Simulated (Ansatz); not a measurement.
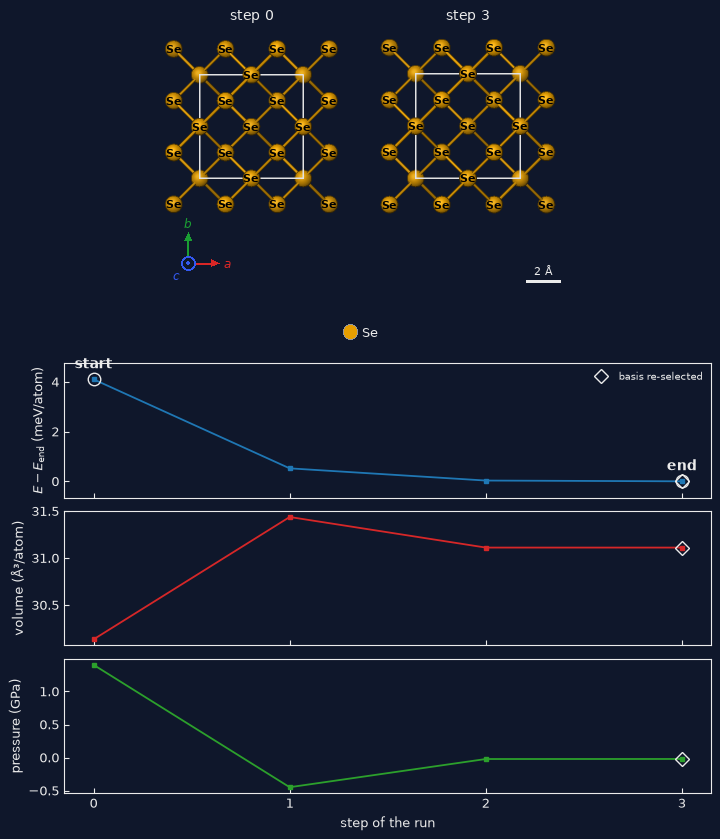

First and last geometry of a relaxation of a crystal of Se (built on the diamond_227 type), with the history of the run. Style: ball-and-stick. Shown: the conventional cell (4 times the calculation's cell), along the c axis. Lengths and directions refer to the drawn axes.

Case: diamond type (Fd-3m, No. 227).

Computed with DFT r2SCAN, scalar-relativistic, plane waves, PAW in Ansatz.

Input
```yaml
crystal:
  lattice:
    - [0.0, 3.1118728895, 3.1118728895]
    - [3.1118728895, 0.0, 3.1118728895]
    - [3.1118728895, 3.1118728895, 0.0]
  atoms:
    - { symbol: Se, position: [0.5, 0.5, 0.5] }
    - { symbol: Se, position: [0.75, 0.75, 0.75] }
basis:
  ecutwfc: 500
kpoints:
  mp_grid: { grid: [16, 16, 16] }
hamiltonian:
  xc: r2scan
scf:
  occupations: { method: gaussian, width: 0.1 }
output:
  forces: true
  stress: true
  eigenvalues: true
relax:
  adjacent_minimum: "off"
  f_tol: 0.01
  max_steps: 80
  cell: { stress_tol: 0.05 }
```

> Read the history and describe the run.

It converged. The atoms keep their places relative to the cell (all moves are under 0.005 Å). The drawn cell changes as follows: a = b = c 6.224 → 6.290 Å (+1.1 %); the volume changes by +3.2 %. Some distances before and after: Se1–Se2 2.695 → 2.724 Å. The space group stays Fd-3m (No. 227). After 2 accepted moves (3 points after the start) the energy has fallen by 4.1 meV per atom. All forces vanish by symmetry, so only the cell relaxes. Pressure: 1.40 GPa at the start and −0.02 GPa at the end. At 1 point the geometry stayed and the basis and grid were re-selected for the new cell (energy shift of less than 0.05 meV per atom at most each time). The run took roughly 100 core-seconds on a shared host.

| step | E − E(0), meV/atom | pressure, GPa | volume, Å³/atom | note |
| --- | --- | --- | --- | --- |
| 0 | 0.00 | 1.40 | 30.135 |  |
| 1 | -3.58 | -0.45 | 31.438 |  |
| 2 | -4.07 | -0.02 | 31.112 |  |
| 3 | -4.10 | -0.02 | 31.112 | same geometry, new basis |
